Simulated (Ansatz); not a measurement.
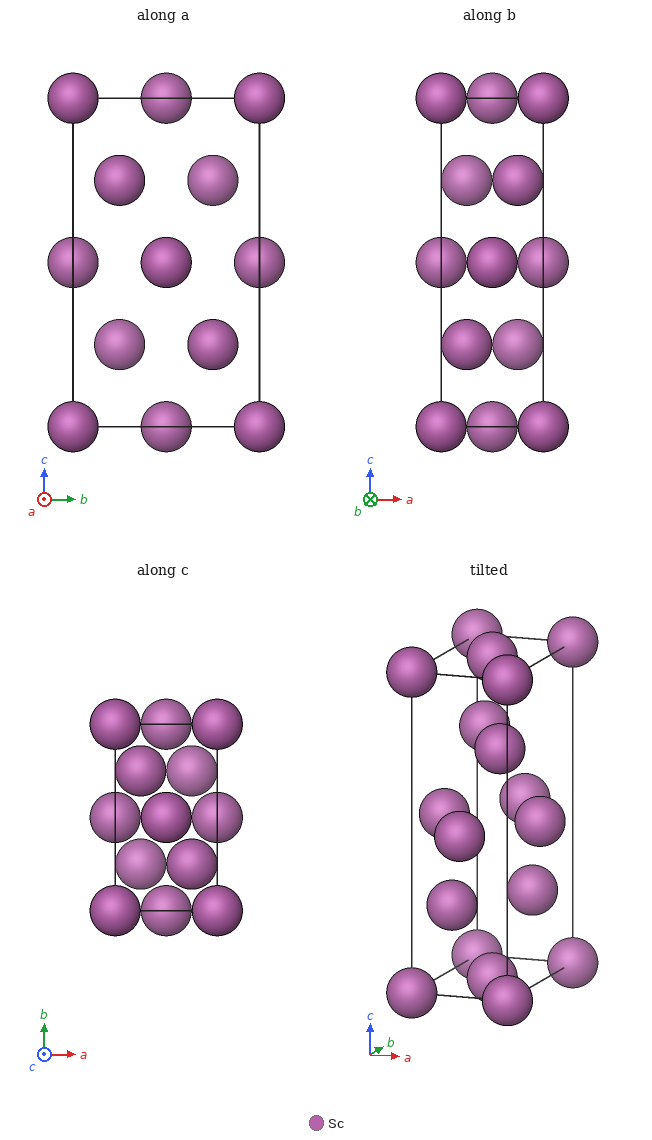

An orthographic spheres-only view of the structure, along the a axis, along the b axis, along the c axis and slightly off an axis. The conventional unit cell is drawn as a box.

Lattice parameters: a = 2.917 Å, b = 5.327 Å, c = 9.385 Å, α = 90.00°, β = 90.00°, γ = 90.00°. Put a along x and b in the xy plane.

Write down what is shown as a POSCAR file.

Answer.
```
Sc
1.0
     2.917    0.000    0.000
     0.000    5.327    0.000
     0.000    0.000    9.385
Sc
8
Direct
  0.0000 0.0000 0.0000
  0.2500 0.7500 0.7500
  0.0000 0.5000 0.5000
  0.2500 0.2500 0.2500
  0.5000 0.0000 0.5000
  0.7500 0.7500 0.2500
  0.5000 0.5000 0.0000
  0.7500 0.2500 0.7500
```

The structure is a generated cell, made by putting these elements into a known structure type (the compound may or may not exist in this form); no relaxation was done. It was run through Ansatz as a DFT input.

At this level of theory the cell isn't at rest (compressed, at 20 GPa), so its distances can differ from those at equilibrium, the more so the softer the solid.
